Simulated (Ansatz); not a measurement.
AlRu: single-point calculation (part 2 of 2)

The same run, continued: AlRu (slab, 14 atoms in the cell); DFT r2SCAN, scalar-relativistic, plane waves, PAW, no spin polarisation (Ansatz 0.2.0); cutoff 500 eV, 9×9×1 k-mesh, Gaussian smearing of 0.1 eV. The structure derives from an entry of the Crystallography Open Database. It belongs to a series of runs on one base structure; here: (1 1 1) slab cut from the bulk.

Geometry of the input (Å; fractional positions):
```
4.2181  0.0000  0.0000
-2.1090  3.6530  0.0000
0.0000  0.0000  26.1931
Ru 0.3333  0.6667  0.2863
Al 0.6667  0.3333  0.3192
Ru 0.0000  0.0000  0.3521
Al 0.3333  0.6667  0.3849
Ru 0.6667  0.3333  0.4178
Al 0.0000  0.0000  0.4507
Ru 0.3333  0.6667  0.4836
Al 0.6667  0.3333  0.5164
Ru 0.0000  0.0000  0.5493
Al 0.3333  0.6667  0.5822
Ru 0.6667  0.3333  0.6151
Al 0.0000  0.0000  0.6479
Ru 0.3333  0.6667  0.6808
Al 0.6667  0.3333  0.7137
```

Output, continued:
```
--- Stress (GPa, compression-positive) ---
       -2.665373      -0.000000       0.000000
       -0.000000      -2.665373       0.000000
        0.000000       0.000000      -1.727761
  P = ⅓ Tr σ = -2.3528 GPa (-23.528 kbar)
--- Band table (eV; the first three rows and the last of 12) ---
  k-point 0: bands = ["-68.8583", "-68.8135", "-68.7713", "-68.7524", "-68.7335", "-68.5558", "-68.4222", "-38.1653", "-38.1653", "-38.1505", "-38.1087", "-38.1087", "-38.0990", "-38.0784", "-38.0784", "-38.0666", "-38.0286", "-38.0286", "-38.0215", "-37.9716", "-37.9716", "-37.9674", "-37.8823", "-37.8823", "-37.8068", "-37.7555", "-37.6446", "-37.6446", "-4.7920", "-4.0225", "-2.9016", "-1.6650", "-0.6646", "-0.0582", "0.3486", "0.3486", "0.8520", "0.8520", "1.2693", "1.5033", "1.5033", "1.5794", "1.5794", "1.8226", "1.8226", "2.1521", "2.1521", "2.8348", "3.0073", "3.0073", "3.9477", "3.9477", "3.9894", "4.1159", "4.1912", "4.1912", "4.6696", "4.6696", "4.7011", "4.8452", "4.8452", "5.1355", "5.2119", "5.2119", "5.2353", "5.6788", "5.6788", "6.5932", "6.5932", "6.7487", "8.1515", "8.8948", "9.3389", "9.6917", "9.6917", "9.8585", "9.9162", "10.2507", "10.2507", "10.5338", "10.7142"]
  k-point 1: bands = ["-68.8578", "-68.8135", "-68.7703", "-68.7525", "-68.7345", "-68.5559", "-68.4223", "-38.1701", "-38.1676", "-38.1541", "-38.1112", "-38.1108", "-38.1043", "-38.0787", "-38.0768", "-38.0681", "-38.0279", "-38.0267", "-38.0207", "-37.9696", "-37.9674", "-37.9651", "-37.8815", "-37.8809", "-37.8062", "-37.7547", "-37.6447", "-37.6445", "-4.6267", "-3.8652", "-2.7596", "-1.5552", "-0.6315", "-0.0799", "0.2368", "0.4648", "0.8297", "0.9659", "1.4342", "1.4490", "1.5655", "1.5708", "1.6787", "1.7489", "1.8875", "1.9633", "2.2357", "2.9098", "2.9572", "3.0333", "3.7488", "3.7975", "3.9880", "4.1377", "4.2124", "4.3076", "4.5284", "4.6484", "4.7057", "4.7845", "4.8049", "5.0299", "5.1218", "5.1312", "5.2400", "5.6253", "5.6871", "6.1134", "6.5601", "7.0878", "8.3451", "8.5324", "8.9130", "9.0121", "9.2162", "9.3977", "9.4307", "9.5748", "9.9811", "10.0463", "10.0967"]
  k-point 2: bands = ["-68.8565", "-68.8138", "-68.7676", "-68.7527", "-68.7374", "-68.5560", "-68.4223", "-38.1823", "-38.1733", "-38.1618", "-38.1230", "-38.1160", "-38.1085", "-38.0810", "-38.0795", "-38.0664", "-38.0261", "-38.0245", "-38.0171", "-37.9650", "-37.9624", "-37.9557", "-37.8796", "-37.8773", "-37.8047", "-37.7528", "-37.6449", "-37.6441", "-4.1439", "-3.4063", "-2.3498", "-1.2645", "-0.6164", "-0.2193", "0.0218", "0.8024", "0.9262", "1.1576", "1.2965", "1.3914", "1.5805", "1.7441", "1.7529", "1.8937", "1.9712", "2.0728", "2.4608", "2.8591", "3.0487", "3.0734", "3.5391", "3.6098", "3.8053", "4.1000", "4.1232", "4.2957", "4.3842", "4.4644", "4.5146", "4.6061", "4.7029", "4.8079", "4.8720", "4.9425", "5.2575", "5.3135", "5.4385", "5.9069", "6.4334", "6.7215", "7.1098", "7.6978", "7.8761", "8.1798", "8.3626", "8.7037", "9.2321", "9.3061", "9.8786", "10.0264", "10.3406"]
  k-point 11: bands = ["-68.8533", "-68.8146", "-68.7533", "-68.7533", "-68.7521", "-68.5565", "-68.4225", "-38.1974", "-38.1952", "-38.1823", "-38.1350", "-38.1331", "-38.1289", "-38.0823", "-38.0792", "-38.0722", "-38.0171", "-38.0169", "-38.0167", "-37.9500", "-37.9492", "-37.9436", "-37.8733", "-37.8698", "-37.8011", "-37.7484", "-37.6445", "-37.6440", "-1.3570", "-1.3529", "-1.3375", "-0.8980", "-0.8181", "-0.6237", "-0.1436", "0.4841", "0.4967", "0.7988", "1.0190", "1.1230", "1.2643", "1.9681", "2.4849", "2.6192", "2.6559", "2.7200", "2.8760", "2.9573", "3.0297", "3.2372", "3.2711", "3.3451", "3.5241", "3.6302", "3.7148", "3.7317", "3.9803", "4.1171", "4.2321", "4.2808", "4.3176", "4.3321", "4.4431", "4.4608", "4.5089", "4.5424", "4.6318", "4.6556", "4.7768", "5.7346", "5.7727", "6.2229", "7.4542", "7.5662", "7.8110", "7.8124", "7.9362", "7.9372", "8.5353", "8.7639", "10.6680"]
```

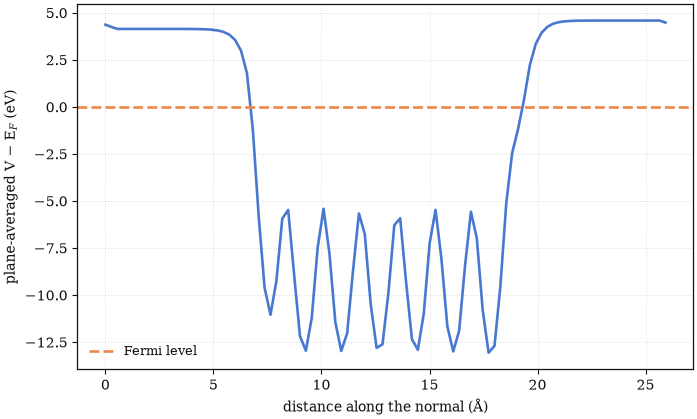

Figure 1. Plane average of the electrostatic potential energy of an electron across the cell, from the Fermi level. The vacuum level lies 4.59 eV above the Fermi level on the upper side and 4.14 eV on the lower.

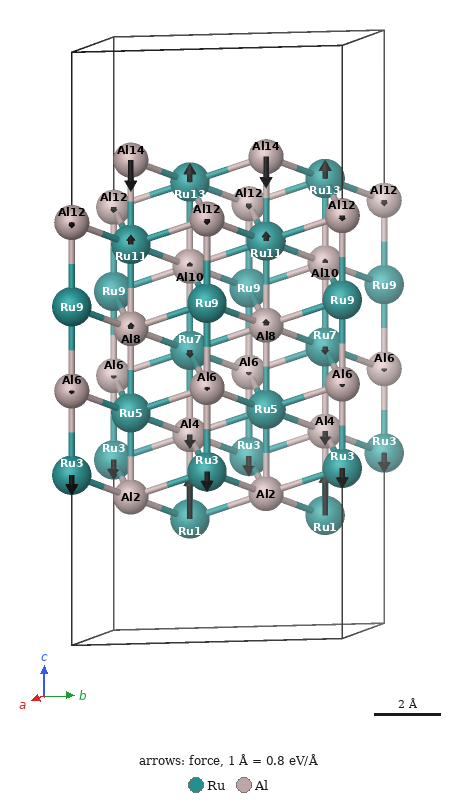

Figure 2. Forces on the atoms as black arrows (ball-and-stick view of the 1 × 2 repeat of the cell, with the vacuum cut short, seen slightly off an axis; atoms are numbered from 1 in the order of the input); the smallest are left out. The largest act on Ru1 (1.08 eV/Å); Al14 (0.78 eV/Å); Ru3 (0.50 eV/Å); Ru13 (0.47 eV/Å), among others. The geometry is not a stationary point of this energy.

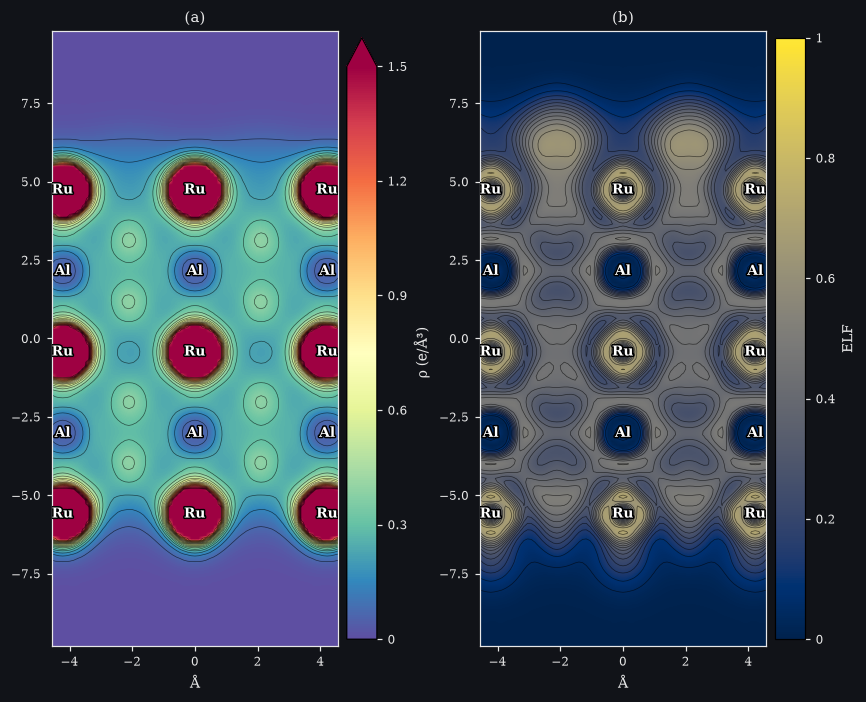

Figure 3. (a) valence charge density (pseudo); (b) ELF on the (100) plane of the calculation cell, a cut from vacuum to vacuum. Al–Ru (2.58 Å): ρ at the midpoint is about 0.38 e/Å³; the ELF is about 0.40 at the midpoint (no shared electron pair). The density dies away to nearly zero in the vacuum. The strong features right at Ru lie inside the PAW spheres (semicore, d or f shells) and say nothing about bonding. In a PAW calculation such maps are meaningful between the atoms, not at the nuclei.

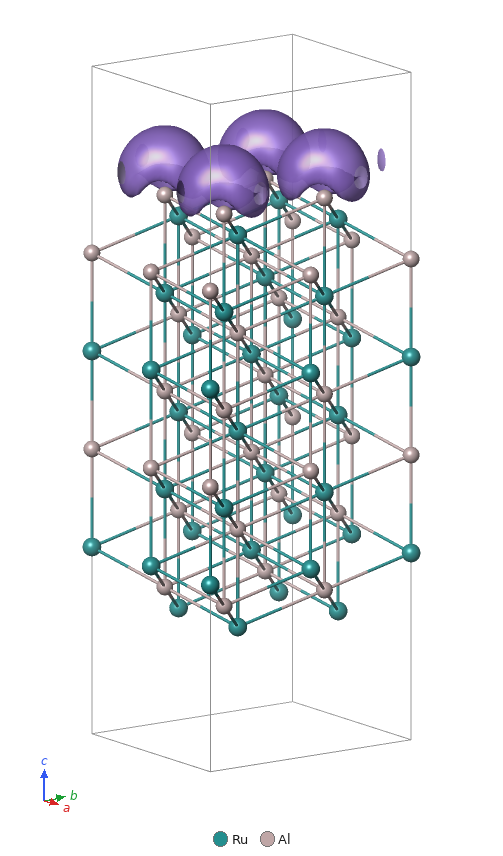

Figure 4. Isosurface of the electron localisation function at 0.7 (purple), seen slightly off an axis. Only the valence region is drawn (cores and ρ < 0.01 e/Å³ removed). Sticks mark near contacts. Profiles from the grid: Al–Ru (2.58 Å): the ELF is about 0.40 at the midpoint; no localised pair between them.

Results in brief:

```tsv
quantity	value
outcome	converged
electrons treated	133
free energy	−45021.6942 eV
work function, top face	4.59 eV
work function, bottom face	4.14 eV
Fermi energy	5.149 eV
gap on the k-point mesh	none (metallic)
work function (upper face)	4.59 eV
largest force (length of the vector)	1.085 eV/Å
wall time	27 s (CPU time 53 s)
peak memory	1.6 GiB
```

Notes:

Warnings of the run: the exchange-correlation potential is rough where the density is thin.
